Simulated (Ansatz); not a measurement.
## Electronic structure of Tm in real space

```cif
data_structure
_symmetry_space_group_name_H-M 'P 1'
_symmetry_Int_Tables_number 1
_cell_length_a 4.9361
_cell_length_b 4.9361
_cell_length_c 4.9361
_cell_angle_alpha 90.000
_cell_angle_beta 90.000
_cell_angle_gamma 90.000
_cell_volume 120.26
loop_
_atom_site_label
_atom_site_type_symbol
_atom_site_fract_x
_atom_site_fract_y
_atom_site_fract_z
_atom_site_occupancy
Tm1 Tm 0.00000 0.00000 0.00000 1
Tm2 Tm 0.50000 0.50000 0.00000 1
Tm3 Tm 0.50000 0.00000 0.50000 1
Tm4 Tm 0.00000 0.50000 0.50000 1
```

Space group Fm-3m; a structure from a database of computed crystals, not necessarily the ambient phase; computed pressure about 4 GPa in this cell; the SCF solution may not be the lowest one; no Hubbard U on the f states and no spin–orbit coupling; the program warned that a lower state may break the symmetry and an open shell was started evenly filled; spin-polarised.

Level of theory: Ansatz, Kohn-Sham DFT of a periodic cell, PBE, Ansatz PAW.

The density is the valence pseudo-density of a PAW calculation; it isn't the true density close to the nuclei.

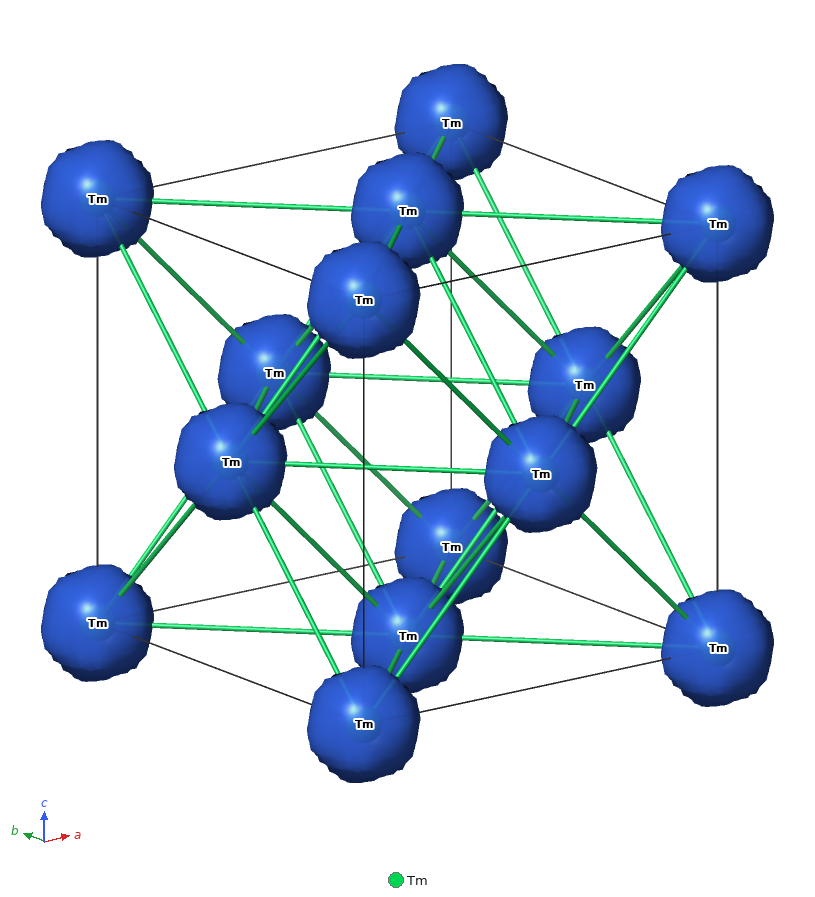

Figure 1. Isosurfaces of the magnetisation density (up minus down) at +0.2 (blue) and −0.2 e/Å³ (red), seen at an oblique angle. Sticks mark near contacts.

**Where is the spin, and how is it ordered?**

The spin density sits on Tm: +1.1 μB (×4) in one cell of 4 atoms: parallel moments, as they must be, since the calculation's own cell holds one magnetic site. The cell of the calculation (1 atoms) carries 1.0 μB of net spin moment. Only one sign reaches the isovalue.

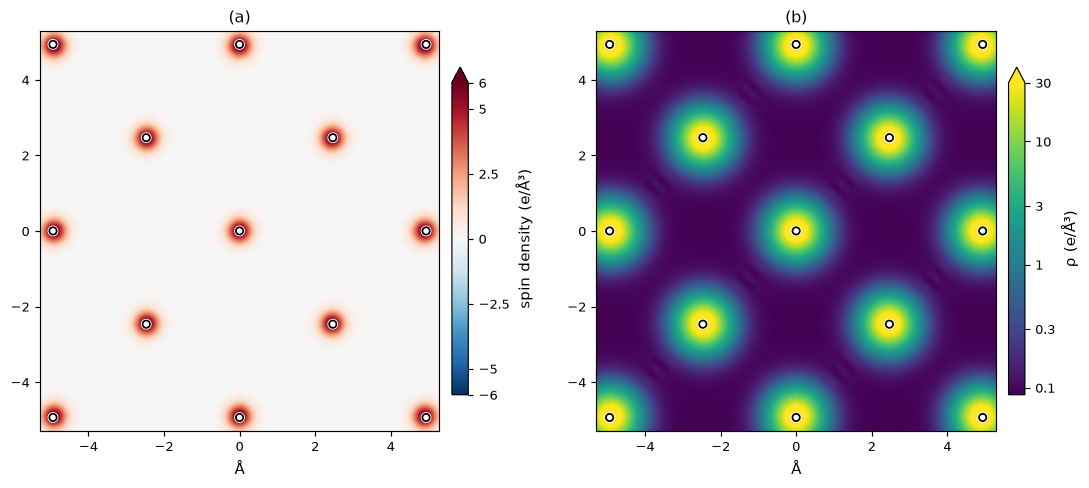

Figure 2. (a) spin density; (b) valence pseudo-density on the (010) plane of the conventional cell. Circles mark the nuclei in the plane (Tm).

**Interpret the plot.**

The section cuts through Tm sites. Tm–Tm (3.49 Å): the density is about 0.12 e/Å³ at the midpoint, with its minimum of 0.09 e/Å³ about 1.9 Å from Tm. Between the atoms the lowest density in this plane is 0.09 e/Å³.
